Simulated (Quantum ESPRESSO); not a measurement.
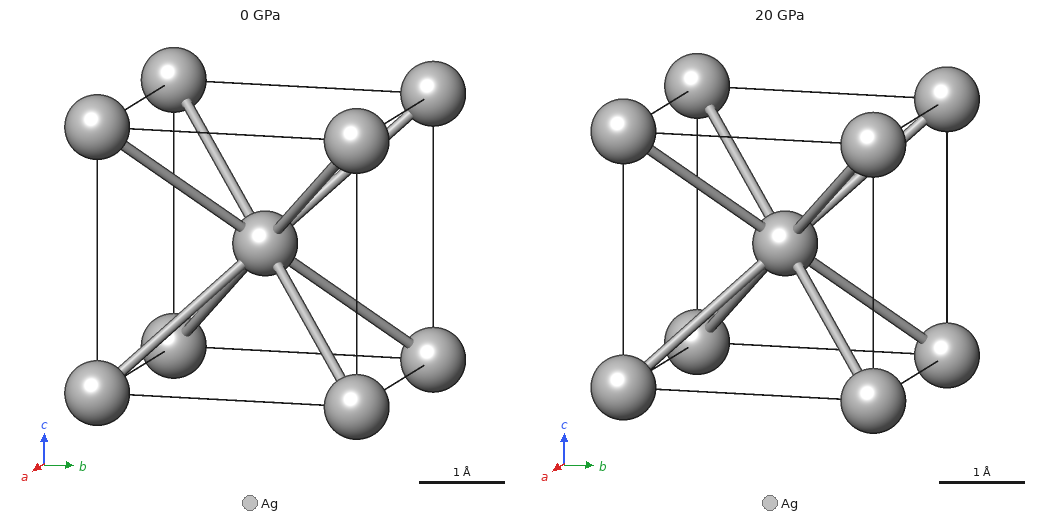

Ag, body-centred cubic (W type), space group Im-3m (No. 229), relaxed (cell and atoms) under a series of hydrostatic pressures; the conventional cell is drawn at the lowest and the highest, to one scale (sticks follow a distance rule). The start was a structure listed in the Materials Project. This isn't the form of Ag at room conditions, which is fcc.

Alike in all runs: Quantum ESPRESSO 7.5; functional PBEsol; potentials GBRV 1.5 PBEsol; cutoff 871 eV; k mesh 11 × 11 × 11 on the run's cell of 1 atom; occupations fermi-dirac, width 0.05 eV; no spin polarisation; no spin-orbit coupling.

| pressure (GPa) | volume (Å³/atom) | a (Å) |
| --- | --- | --- |
| 0.0 | 16.551 | 3.211 |
| 2.0 | 16.305 | 3.195 |
| 4.9 | 15.977 | 3.173 |
| 9.7 | ? | ? |
| 19.4 | 14.779 | 3.092 |

Q: What equation of state do the given rows imply, and what volume does it predict for the missing row?

A: The fit gives V0 = 16.56 Å³/atom, B0 = 124 GPa and B0′ = 5.6, which puts the volume at 9.7 GPa at 15.51 Å³/atom. The run gave volume 15.509 Å³/atom; a 3.142 Å.

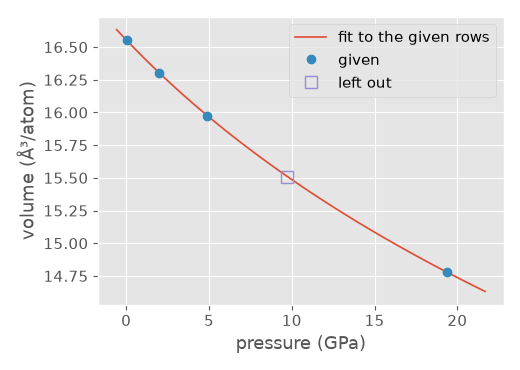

Volume against pressure, with the fit. The structure was kept in its own symmetry, so a change to another phase within this range wouldn't be seen.
